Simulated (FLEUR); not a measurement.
**A series of single points on Ir**

System: Ir (Fm-3m, 1 atom in the cell).
Method: Kohn-Sham DFT of a periodic cell, LDA, all-electron, no spin polarisation (FLEUR MaX-R8.1 (later development tree)).

The 5 runs differ only in the geometry, by an even scaling of the cell at fixed fractional positions. The structure derives from an entry of the Crystallography Open Database.

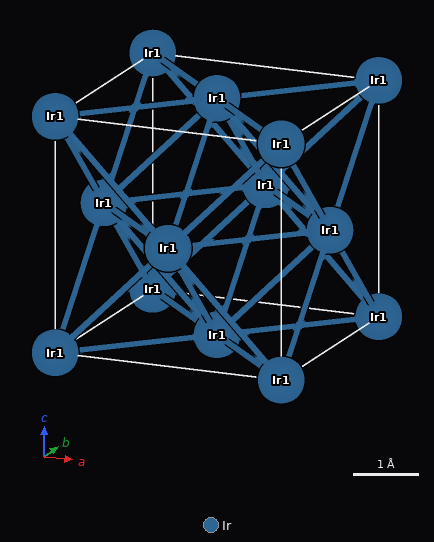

Figure 1. The structure of run 3 (ball-and-stick view of the cell 4 times as large as that of the calculation, set on its symmetry axes, seen at an oblique angle; atoms are numbered from 1 in the order of the input). An atom can appear more than once, as a periodic image.

### Input of run 3
```
<?xml version="1.0" encoding="UTF-8" standalone="no"?>
<fleurInput fleurInputVersion="0.39">
   <comment>
      Ir                                                                                                  
   </comment>
   <calculationSetup>
      <cutoffs Kmax="4.22" Gmax="13.1" GmaxXC="13.1" numbands="0"/>
      <scfLoop itmax="60" minDistance="0.00001" maxIterBroyd="15" imix="Anderson" alpha="0.05" precondParam="0.0" spinf="2.0" sdNocoIR="T"/>
      <coreElectrons ctail="T" frcor="F" kcrel="0" coretail_lmax="0"/>
      <xcFunctional name="vwn" relativisticCorrections="F"/>
      <magnetism jspins="1"/>
      <soc l_soc="F" theta="0.0" phi="0.0" spav="F"/>
      <expertModes spex="0" secvar="F"/>
      <geometryOptimization l_f="F" forcealpha="1.0" forcemix="BFGS" epsdisp="0.00001" epsforce="0.00001"/>
      <ldaU l_linMix="F" mixParam="0.05" spinf="1.0"/>
   </calculationSetup>
   <cell>
      <bzIntegration valenceElectrons="31.0" mode="hist" fermiSmearingEnergy="0.00183747">
         <kPointListSelection listName="default-1"/>
         <!-- k-points included here -->
         <xi:include xmlns:xi="http://www.w3.org/2001/XInclude" href="kpts.xml"> </xi:include>
      </bzIntegration>
      <!-- symmetry operations included here -->
      <xi:include xmlns:xi="http://www.w3.org/2001/XInclude" href="sym.xml"> </xi:include>
      <bulkLattice scale="1.0000000000">
         <bravaisMatrix>
            <row-1>    0.0000000000000000     3.6199593642837598     3.6199593642837598</row-1>
            <row-2>    3.6199593642837598     0.0000000000000000     3.6199593642837598</row-2>
            <row-3>    3.6199593642837598     3.6199593642837598     0.0000000000000000</row-3>
         </bravaisMatrix>
      </bulkLattice>
   </cell>
   <atomSpecies>
      <species name="Iridium (Ir)" element="Ir" atomicNumber="77">
         <mtSphere radius="2.32" gridPoints="783" logIncrement="0.017"/>
         <atomicCutoffs lmax="9" lnonsphr="9"/>
         <electronConfig flipSpins="F">
            <coreConfig>(1s1/2) (2s1/2) (2p1/2) (2p3/2) (3s1/2) (3p1/2) (3p3/2) (4s1/2) (3d3/2) (3d5/2) (4p1/2) (4p3/2) (4d3/2) (4d5/2)</coreConfig>
            <valenceConfig>(4f5/2) (4f7/2) (5s1/2) (5p1/2) (5p3/2) (6s1/2) (5d3/2) (5d5/2)</valenceConfig>
            <stateOccupation state="(5d3/2)" spinUp="1.400000" spinDown="1.400000"/>
            <stateOccupation state="(5d5/2)" spinUp="2.100000" spinDown="2.100000"/>
         </electronConfig>
         <energyParameters s="6" p="6" d="5" f="5"/>
         <lo type="SCLO" l="0" n="5" eDeriv="0"/>
         <lo type="SCLO" l="0" n="5" eDeriv="1"/>
         <lo type="SCLO" l="1" n="5" eDeriv="0"/>
         <lo type="SCLO" l="1" n="5" eDeriv="1"/>
         <lo type="SCLO" l="3" n="4" eDeriv="0"/>
         <lo type="SCLO" l="3" n="4" eDeriv="1"/>
         <lo type="SCLO" l="2" n="5" eDeriv="2"/>
      </species>
   </atomSpecies>
   <atomGroups>
      <atomGroup species="Iridium (Ir)">
         <relPos label="                   1">.0000000000 .0000000000 .0000000000</relPos>
         <force calculate="T" relaxXYZ="TTT"/>
      </atomGroup>
   </atomGroups>
   <output dos="F" band="F" slice="F">
      <checks vchk="F" cdinf="F"/>
      <bandDOS minEnergy="-.5*Htr" maxEnergy="0.5*Htr" sigma="0.015" storeEVData="T"/>
      <vacuumDOS vacdos="F" integ="F" star="F" nstars="0" locx1="0.0" locy1="0.0" locx2="0.0" locy2="0.0" nstm="0" tworkf="0.0"/>
      <unfoldingBand unfoldBand="F" supercellX="1" supercellY="1" supercellZ="1"/>
      <plotting iplot="0" polar="F">
         <plot TwoD="T" vec1="  1.0  0.0  0.0" vec2="  0.0  1.0  0.0" vec3="  0.0  0.0  1.0" zero="  0.0  0.0  0.0" file="plot"/>
      </plotting>
      <chargeDensitySlicing numkpt="0" minEigenval="0.0" maxEigenval="0.0" nnne="0" pallst="F"/>
      <specialOutput eonly="F"/>
      <moessbauerParams electricFieldGradient="T" isomerShift="T" coreHyperfine="T" valenceHyperfine="T"/>
      <magneticCircularDichroism mcd="F" energyLo="-10.0" energyUp="0.0"/>
   </output>
  <!-- We include the file relax.xml here to enable relaxations (see documentation) -->
  <xi:include xmlns:xi="http://www.w3.org/2001/XInclude" href="relax.xml"> <xi:fallback/> </xi:include>
</fleurInput>
```

Command:
```bash
inpgen -f crystal.txt -profile fastHighL; fleur_MPI
```

Lattice vectors (Å) and fractional positions of run 3:
```
   0.000000    1.915600    1.915600
   1.915600    0.000000    1.915600
   1.915600    1.915600    0.000000
Ir  0.000000  0.000000  0.000000
```

Run 4 has the same physical settings and fractional positions; its lattice vectors (Å) are:
```
   0.000000    1.940808    1.940808
   1.940808    0.000000    1.940808
   1.940808    1.940808    0.000000
```

### Results, with one run withheld

| run | volume per atom (Å³) | free energy per atom, from the lowest run given (meV) |
| --- | --- | --- |
| 1 | 13.215 | 31.86 |
| 2 | 13.496 | 5.18 |
| 3 | 14.059 | 0.00 |
| 4 | 14.621 | ? |
| 5 | 14.902 | 87.45 |

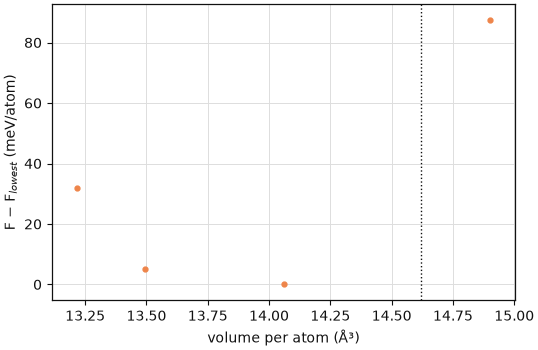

Figure 2. Free energy per atom of the runs given; the dotted line marks run 4.

What should run 4 give?

A quadratic polynomial in V^(−2/3) (the Birch–Murnaghan form), fitted to the 4 runs given, misses them by at most 0.27 meV per atom. With x = V^(−2/3) − 0.17303 Å⁻², it reads F = −4.4992 − 1435.3 x + 1.2936e+06 x² (meV per atom). At run 4 it gives 47.12 meV per atom, and the run itself gives 47.63. The fit has its minimum at 13.827 Å³ per atom, where V d²F/dV² gives 401 GPa: the bulk modulus at this level, since symmetry fixes the shape and the positions. The fit misses that run by 0.51 meV per atom.

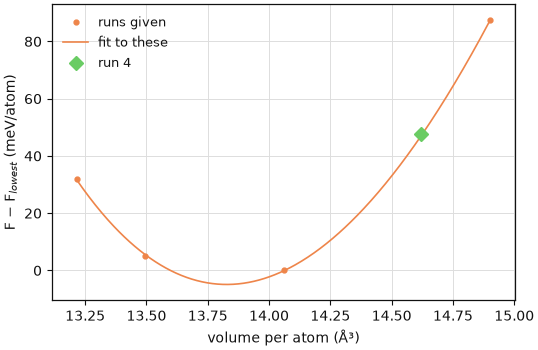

Figure 3. The fit and the withheld run.

### Output (run 4)
```
Welcome to FLEUR        (www.flapw.de)
      MaX-Release 8.1          (www.max-centre.eu)

 ========== k-point set info ==========
 Selected k-point list: default-1
 k-point list type: mesh
 12 x 12 x 12
 Number of k points: 72

 ------------Calculation Setup---------------------------
 Number of MPI-tasks      :            1
 Number of PE/node        :            1
 Number of OMP-threads    :            1
 Most efficient MPI parallelization for:
           1           2           3           4           6           8           9          12          18          24          36          72
 Additional eigenvalue parallelization possible
 Number of basis functions:          186
 Approximate size of matrices (H+S) per k-point:         0.001 GB
 --------------------------------------------------------

 Iteration:     1   Distance:      15.76421881 me/bohr^3

 Iteration:     2   Distance:      14.47998776 me/bohr^3

 Iteration:     3   Distance:       6.31308318 me/bohr^3

 Iteration:     4   Distance:       1.37305390 me/bohr^3

 Iteration:     5   Distance:       1.07397095 me/bohr^3

 Iteration:     6   Distance:       0.10827961 me/bohr^3

 Iteration:     7   Distance:       0.11935133 me/bohr^3

 Iteration:     8   Distance:       0.00932133 me/bohr^3

 Iteration:     9   Distance:       0.00136036 me/bohr^3

 Iteration:    10   Distance:       0.00080452 me/bohr^3

 Iteration:    11   Distance:       0.00002229 me/bohr^3

 Iteration:    12   Distance:       0.00002320 me/bohr^3

 Iteration:    13   Distance:       0.00000098 me/bohr^3

 ********************************************************************
 Run finished successfully
 Stop message:
   all done
 ********************************************************************
```

Notes: Spin–orbit coupling is left out, which matters for Ir.
